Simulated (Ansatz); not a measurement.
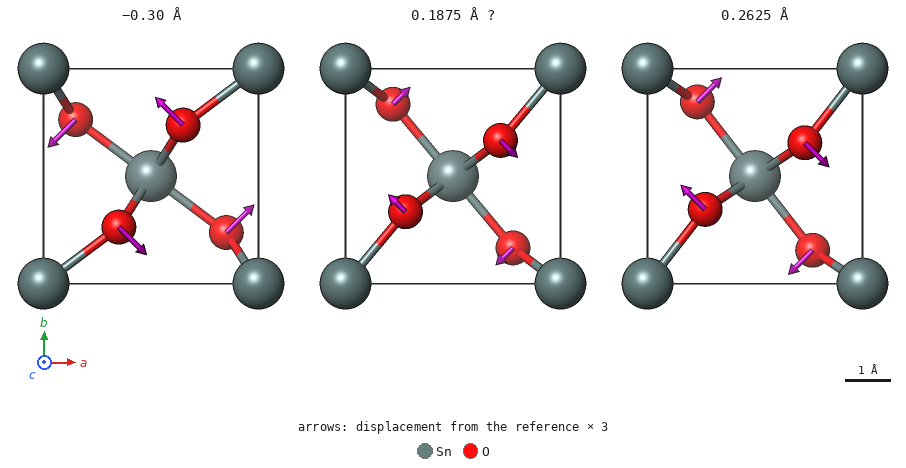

Solid SnO$_{2}$ (P4_2/mnm): a normal mode at the zone centre is frozen in with the cell fixed, the amplitude being the largest displacement of an atom. The picture is a ball-and-stick view of the cell of the calculation, seen along the c axis. Purple arrows: displacements from the reference.

All numbers below come from DFT PBE, scalar-relativistic, plane waves, PAW in Ansatz. Settings: plane-wave cutoff 420 eV; k-point mesh 6 × 6 × 8; occupations gaussian; smearing width 0.05 eV; no spin polarisation. Energies (free energies at the smearing named) are counted from the relaxed crystal.

```csv
largest displacement (Å),energy change (meV/cell)
−0.3000,188.9
−0.1500,36.0
0.0000,0.0
0.0375,2.0
0.0750,8.3
0.1125,19.3
0.1875,?
0.2250,91.7
0.2625,134.1
```

**Estimate the missing energy from the other rows, and compare with the calculation.**

A straight line between the two neighbours gives 67.6 meV/cell. A cubic through the four nearest rows (0.0750, 0.1125, 0.2250, 0.2625) gives, with Lagrange weights, (−0.2000)(8.3) + (0.5000)(19.3) + (1.0000)(91.7) + (−0.3000)(134.1) = 59.5 meV/cell. The calculation gives 59.7 meV/cell, so the cubic is 0.2 meV/cell too low and the straight line 7.9 meV/cell too high, as the curve bends upwards here.

The whole profile:

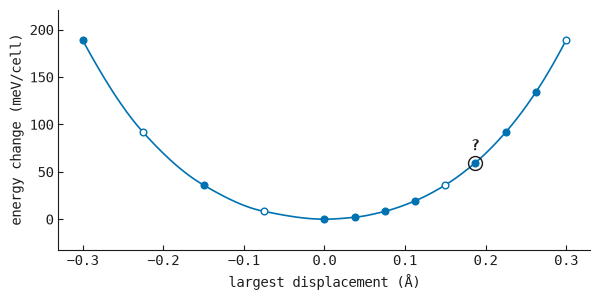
